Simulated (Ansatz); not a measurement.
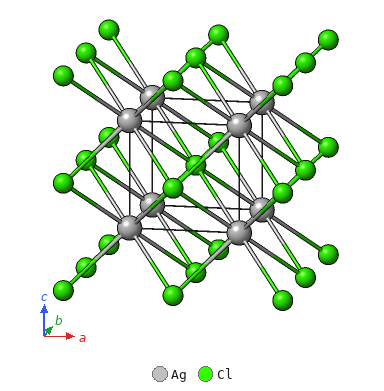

View slightly off an axis, drawn as a ball-and-stick model. The frame is the unit cell; atoms at its boundary are shown with their periodic copies. Atoms outside the box are added where they are bonded to one inside.

AgCl, a = 3.464 Å, b = 3.396 Å, c = 3.396 Å, α = 90.00°, β = 90.00°, γ = 90.00°. Strictly the space group is P4/mmm (No. 123, within 0.01 Å). It is a distorted form of a primitive cubic structure, space group Pm-3m (No. 221) within 0.25 Å: caesium chloride (CsCl, B2) type. The structure comes from a structure type filled with these elements by a generator (whether the compound takes this form wasn't checked). The cell was then strained or its atoms displaced on purpose. It went into a calculation with Ansatz.

This one geometry was computed with Ansatz (DFT, plane waves, PAW) at three levels of theory: r2SCAN, HSE06 and PBE. It was relaxed with r2SCAN and then strained.

Which level gives the highest pressure at this volume, and what does that say about its equilibrium volume?

Answer. Highest: HSE06 (0.2 GPa) and PBE (0.5 GPa), which points to the largest equilibrium volume. Lowest, with the smallest volume: r2SCAN (-1.1 GPa). Levels within 0.5 GPa of each other can't be told apart.

How does the band gap change with the level of theory?

Answer. PBE: a gap of 0.56 eV, indirect; r2SCAN: a gap of 1.19 eV, indirect; HSE06: a gap of 1.98 eV, indirect.

Collect the results in a table.

Answer.
| level | cutoff (eV) | k-mesh of the run's cell | gap (eV) | pressure (GPa) |
| --- | --- | --- | --- | --- |
| r2SCAN | 500 | 8×8×8 | 1.19 | -1.1 |
| HSE06 | 420 | 6×6×6 | 1.98 | 0.2 |
| PBE | 420 | 8×8×8 | 0.56 | 0.5 |

Gaps are taken on the k-mesh or band path of each run.
